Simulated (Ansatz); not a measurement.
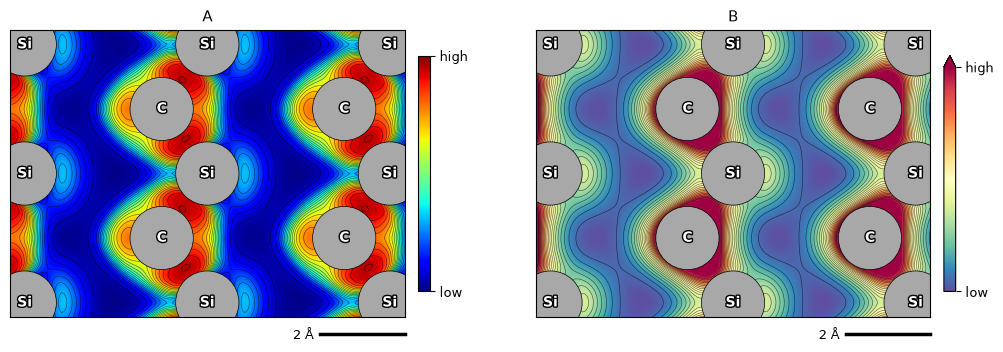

SiC: 2 fields on the (110) plane of the conventional cell, with unlabelled colour scales. Grey discs cover the atomic cores.

Space group F-43m; computed pressure about 7 GPa in this cell.

Theory: Kohn-Sham DFT of a periodic cell, HF, Ansatz PAW in Ansatz.

Question: The panels show electron localisation function and valence pseudo-density in some order. Assign them.

Answer: Panel A: electron localisation function. Panel B: valence pseudo-density. From the grid: Si–C (1.87 Å): ρ at the midpoint is about 0.97 e/Å³; the ELF peaks at about 0.95 between the atoms: a covalent bond.
